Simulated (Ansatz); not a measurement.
**B3N2: density, localisation and related maps**

```
B N
1.0
     3.34173    0.00000    0.00000
     0.00000    3.34173    0.00000
     0.00000    0.00000    3.34173
B N
3 2
Cartesian
  1.6709 0.0000 0.0000
  0.0000 1.6709 0.0000
  0.0000 0.0000 1.6709
  1.6709 1.6709 1.6709
  0.0000 0.0000 0.0000
```

Space group Pm-3m; a structure generated by program, which may or may not match a known phase; computed without spin polarisation.

Level of theory: DFT PBE, scalar-relativistic, plane waves, PAW (Ansatz 0.2.0).

The density is the valence pseudo-density of a PAW calculation; it isn't the true density close to the nuclei.

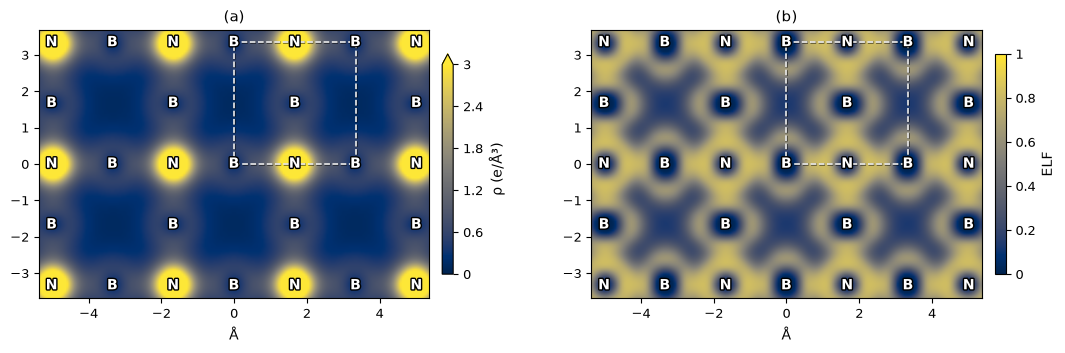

Figure 1. (a) valence charge density (pseudo); (b) ELF on the (100) plane of the conventional cell.

What does the map show?

Answer. The section cuts through B and N sites. B–N (1.67 Å): ρ at the midpoint is about 1 e/Å³; the ELF peaks at about 0.85 between the atoms. Between the atoms the lowest density in this plane is 0.13 e/Å³.

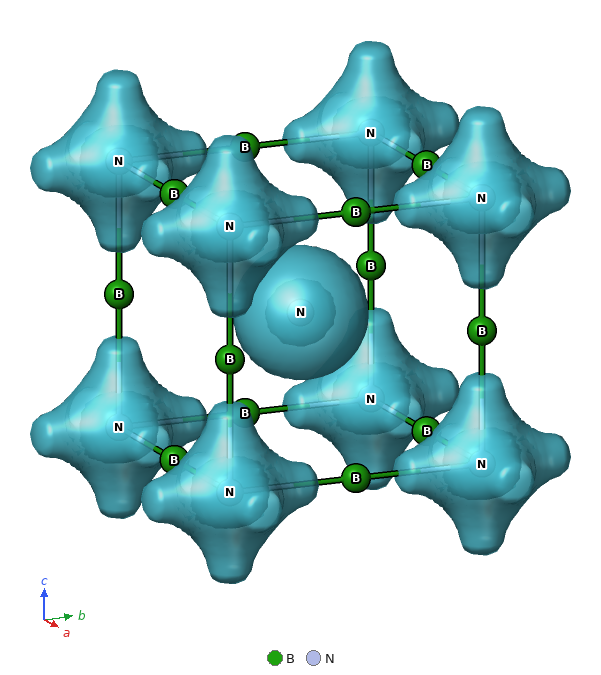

Figure 2. Isosurface of the electron localisation function at 0.7 (cyan), seen slightly off an axis. Core shells and regions of very low density are left out. Sticks mark near contacts.

Identify the bonds, lone pairs and shells in this picture.

Answer. The surface consists of one region on N in which the atom's valence shell and bonds are merged and one region wrapped around N (its valence shell), counted in one cell of 5 atoms. Regions shared between cells count once.

Does the calculation give a band gap?

Answer. It is gapless in this calculation (a metal or semimetal).
